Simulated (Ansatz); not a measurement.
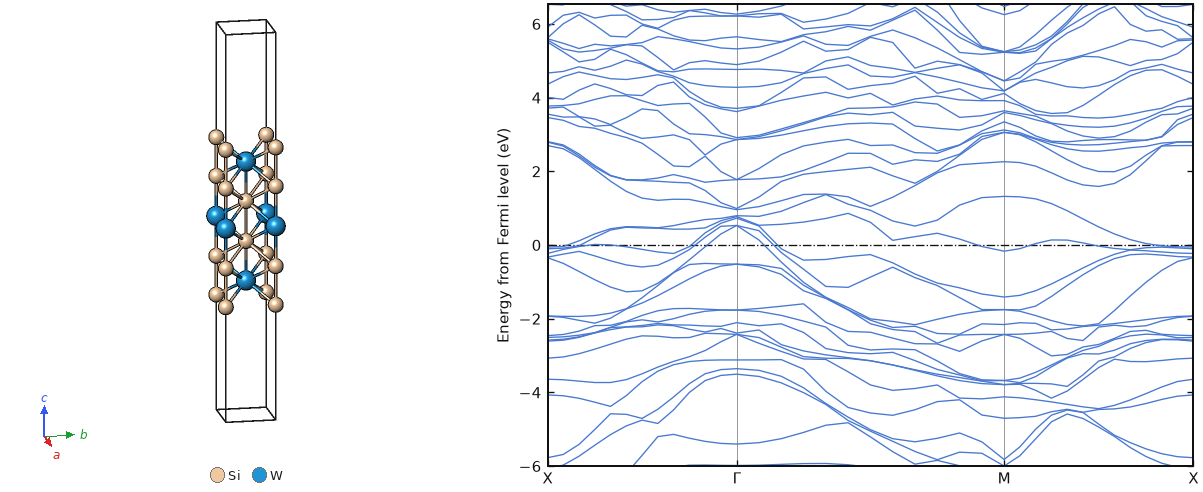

Band structure, beside the structure. Energies are counted from the Fermi level.

Structure: a (001) slab cut from Si₂W (I4/mmm), ended by Si planes, 9 atoms in the cell.

Method: DFT PBE, scalar-relativistic, plane waves, PAW, no spin polarisation, 11×11×1 k mesh, Gaussian smearing of 0.1 eV (Ansatz 0.2.0).

Does this material conduct, going by its bands?

A metal: bands cross the Fermi level along this path.

Which levels at Γ lie nearest to the Fermi level?

At Γ the nearest levels lie 0.52 eV below and 0.53 eV above the Fermi level.

On which lines of the path do bands cross the Fermi level?

Bands cross the Fermi level on every line of the path.

Spin-orbit coupling is left out, which matters for W.
